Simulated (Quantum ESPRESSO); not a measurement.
## A series of single points on AlNi

System: AlNi (Cmmm, 2 atoms in the cell).
Method: Kohn-Sham DFT of a periodic cell, PBEsol, GBRV 1.5 PBEsol, spin-polarised (Quantum ESPRESSO 7.5).

The 7 runs differ only in the geometry, by an even scaling of the cell at fixed fractional positions. The structure derives from a Materials Project entry.

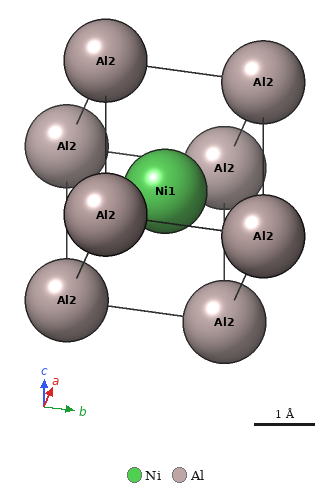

Figure 1. The structure of run 4 (spheres-only view of the cell of the calculation, seen at an oblique angle; atoms are numbered from 1 in the order of the input). An atom can appear more than once, as a periodic image.

### Input file of run 4
```
&CONTROL
  calculation = 'scf'
  prefix = 'pwscf'
  outdir = './tmp'
  pseudo_dir = './pseudo'
  tprnfor = .true.
  tstress = .true.
  disk_io = 'low'
/
&SYSTEM
  ibrav = 0
  celldm(1) = 8
  nat = 2
  ntyp = 2
  ecutwfc = 45
  ecutrho = 360
  nbnd = 20
  occupations = 'smearing'
  smearing = 'fd'
  degauss = 0.00367493
  nspin = 2
  starting_magnetization(1) = 0.0556
  starting_magnetization(2) = 0
/
&ELECTRONS
  conv_thr = 4d-10
  electron_maxstep = 120
  mixing_beta = 0.3
/
ATOMIC_SPECIES
Ni    58.6934 ni_pbesol_v1.4.uspp.F.UPF
Al    26.9815 al_pbesol_v1.uspp.F.UPF
CELL_PARAMETERS alat
  0.4579500874319  -0.4613743066021   0.0000000000000
  0.4579500874319   0.4613743066021   0.0000000000000
  0.0000000000000   0.0000000000000   0.7321342400618
ATOMIC_POSITIONS crystal
Ni     0.5000000000    0.5000000000    0.5000000000
Al     0.0000000000    0.0000000000    0.0000000000
K_POINTS automatic
10 10 9 0 0 0
```

### File pp_density.in of run 4
```
&INPUTPP
  prefix = 'pwscf'
  outdir = './tmp'
  filplot = 'density.dat'
  plot_num = 0
/
&PLOT
  nfile = 1
  filepp(1) = 'density.dat'
  iflag = 3
  output_format = 6
  fileout = 'density.cube'
/
```

### File pp_potential.in of run 4
```
&INPUTPP
  prefix = 'pwscf'
  outdir = './tmp'
  filplot = 'potential.dat'
  plot_num = 11
/
&PLOT
  nfile = 1
  filepp(1) = 'potential.dat'
  iflag = 3
  output_format = 6
  fileout = 'potential.cube'
/
```

### File pp_spin.in of run 4
```
&INPUTPP
  prefix = 'pwscf'
  outdir = './tmp'
  filplot = 'spin.dat'
  plot_num = 6
/
&PLOT
  nfile = 1
  filepp(1) = 'spin.dat'
  iflag = 3
  output_format = 6
  fileout = 'spin.cube'
/
```

Command:
```bash
OMP_NUM_THREADS=1 mpirun -n 2 pw.x -nk 2 -in pw.in > pw.out
OMP_NUM_THREADS=1 mpirun -n 1 pp.x -in pp_density.in > pp_density.out
OMP_NUM_THREADS=1 mpirun -n 1 pp.x -in pp_potential.in > pp_potential.out
OMP_NUM_THREADS=1 mpirun -n 1 pp.x -in pp_spin.in > pp_spin.out
```

Lattice vectors (Å) and fractional positions of run 4:
```
   1.938694   -1.953190    0.000000
   1.938694    1.953190    0.000000
   0.000000    0.000000    3.099430
Ni  0.500000  0.500000  0.500000
Al  0.000000  0.000000  0.000000
```

Run 6 has the same physical settings and fractional positions; its lattice vectors (Å) are:
```
   1.964206   -1.978893    0.000000
   1.964206    1.978893    0.000000
   0.000000    0.000000    3.140217
```

### Results, with one run withheld

```csv
run,volume per atom (Å³),"free energy per atom, from the lowest run given (meV)",pressure (GPa)
1,11.032,28.38,12.80
2,11.267,12.80,8.23
3,11.502,3.55,4.14
4,11.736,0.00,0.48
5,11.971,1.56,−2.83
6,12.206,?,?
7,12.441,18.03,−8.44
```

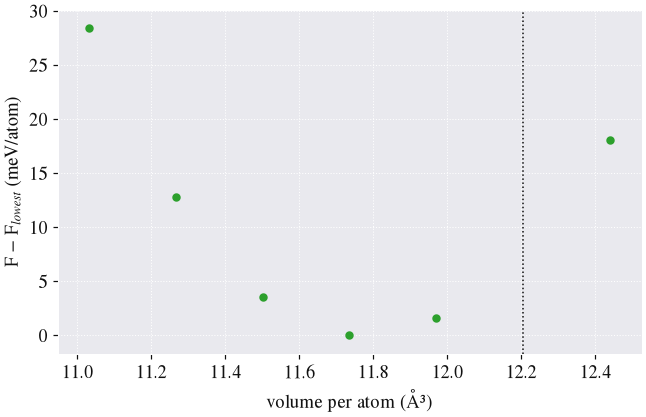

Figure 2. Free energy per atom of the runs given; the dotted line marks run 6.

Fit the runs given and predict run 6.

A cubic polynomial in V^(−2/3) (the Birch–Murnaghan form), fitted to the 6 runs given, misses them by under 0.01 meV per atom. With x = V^(−2/3) − 0.19467 Å⁻², it reads F = 0.77976 + 1144.3 x + 3.8176e+05 x² + 2.9989e+05 x³ (meV per atom). At run 6 it gives 7.72 meV per atom, and the run itself gives 7.73. The slope of the fit gives a pressure −dF/dV of −5.67 GPa there, and the run prints −5.84 GPa. The two needn't agree exactly: the fit is approximate, and the printed stress is taken on a finite basis. The fit has its minimum at 11.779 Å³ per atom, where V d²F/dV² gives 172 GPa. Cell shape and fractional positions are held, so this is the stiffness under even scaling; the relaxed bulk modulus wasn't computed.

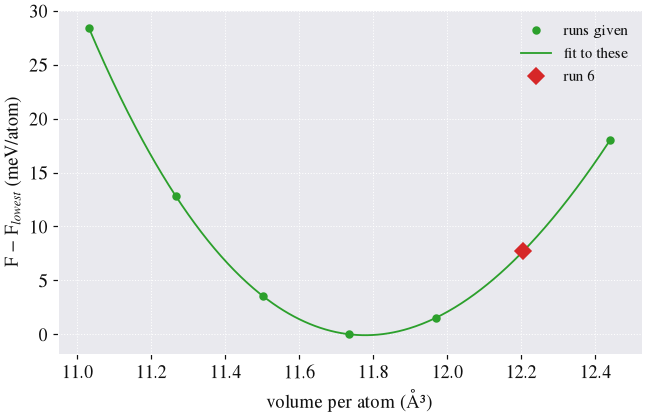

Figure 3. The fit and the withheld run.

### Some lines of the output (run 6)
```
[...]
     total energy              =    -349.84230281 Ry
     total energy              =    -349.84639776 Ry
     total energy              =    -349.84086770 Ry
     total energy              =    -349.84505449 Ry
     total energy              =    -349.84335407 Ry
     total energy              =    -349.84434305 Ry
     total energy              =    -349.84438188 Ry
     total energy              =    -349.84438181 Ry
     total energy              =    -349.84438198 Ry
     the Fermi energy is    13.3343 ev
!    total energy              =    -349.84438198 Ry
     The total energy is F=E-TS. E is the sum of the following terms:
     Computing stress (Cartesian axis) and pressure
          total   stress  (Ry/bohr**3)                   (kbar)     P=      -58.43
```
